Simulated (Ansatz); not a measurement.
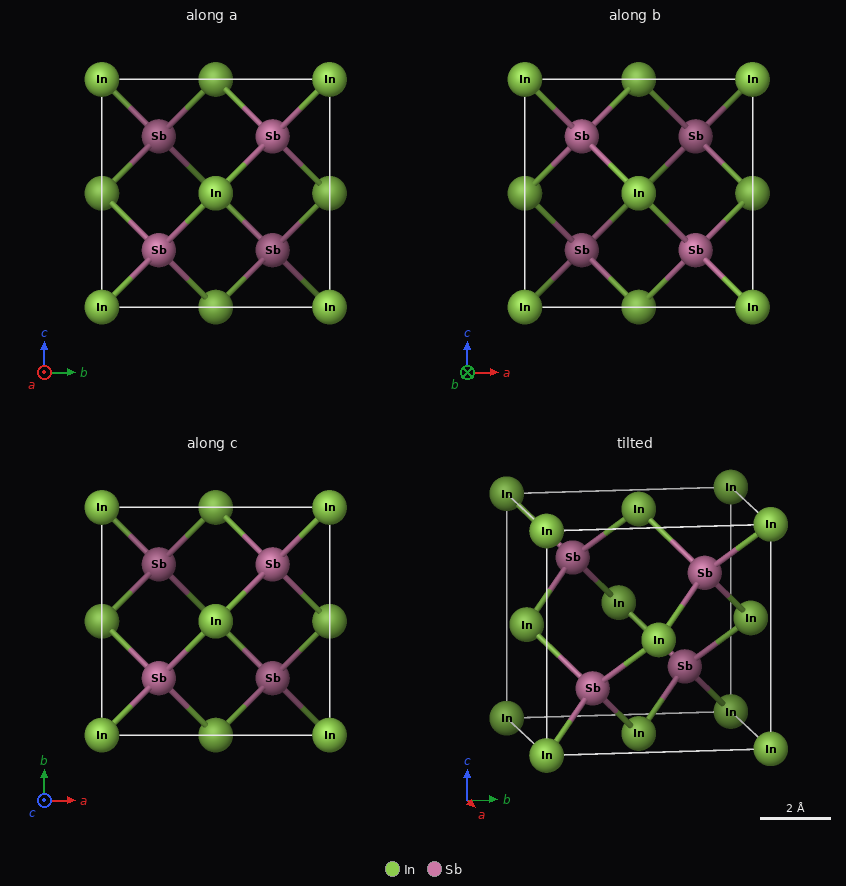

Drawn in the ball-and-stick manner and seen along the a axis, along the b axis, along the c axis and slightly off an axis. The conventional unit cell is drawn as a box.

Lattice parameters: a = 6.559 Å, b = 6.559 Å, c = 6.559 Å, α = 90.00°, β = 90.00°, γ = 90.00°. Put a along x and b in the xy plane.

Set out the cell and atoms as a POSCAR file.

```
In Sb
1.0
     6.559    0.000    0.000
     0.000    6.559    0.000
     0.000    0.000    6.559
In Sb
4 4
Direct
  0.0000 0.0000 0.0000
  0.0000 0.5000 0.5000
  0.5000 0.0000 0.5000
  0.5000 0.5000 0.0000
  0.2500 0.2500 0.7500
  0.2500 0.7500 0.2500
  0.7500 0.2500 0.2500
  0.7500 0.7500 0.7500
```

Origin of the cell: a structure type filled with these elements by a generator (whether the compound takes this form wasn't checked). Earlier steps of the study may have refined or changed the cell and positions. It was the input of a calculation with Ansatz.
